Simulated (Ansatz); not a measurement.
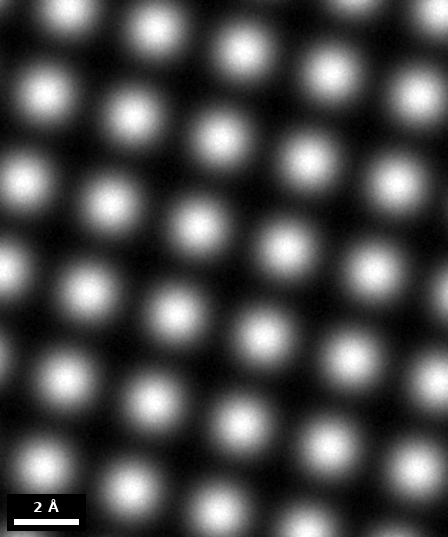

Dark-field STEM-like image of a crystal. Simulated incoherent Z contrast: every atom adds Z^1.7 spread by a probe of 1.30 Å full width; channelling and multiple scattering are left out. The probe carries 15 % of its weight in a tail 2.5 times as wide. The display is stretched by a gamma of 0.8; percentages refer to the linear signal. Shot noise was added.

Question: Give the net of the columns and its spacings.

Answer: The pattern repeats on a square net with a repeat of 2.8 Å.

Question: Which plane group does this projection have?

Answer: p4mm: fourfold points with mirror lines through them along the axes and the diagonals.

Question: How many columns does the smallest repeating cell hold, and how many levels of brightness?

Answer: 1 column in the primitive cell of 8.0 Å², all of one brightness.

The crystal is Se (Pm-3m, No. 221) seen along [001]. Model: the input geometry of an electronic-structure calculation (not necessarily at equilibrium); the starting structure was generated, so it need not be a known form of this composition.
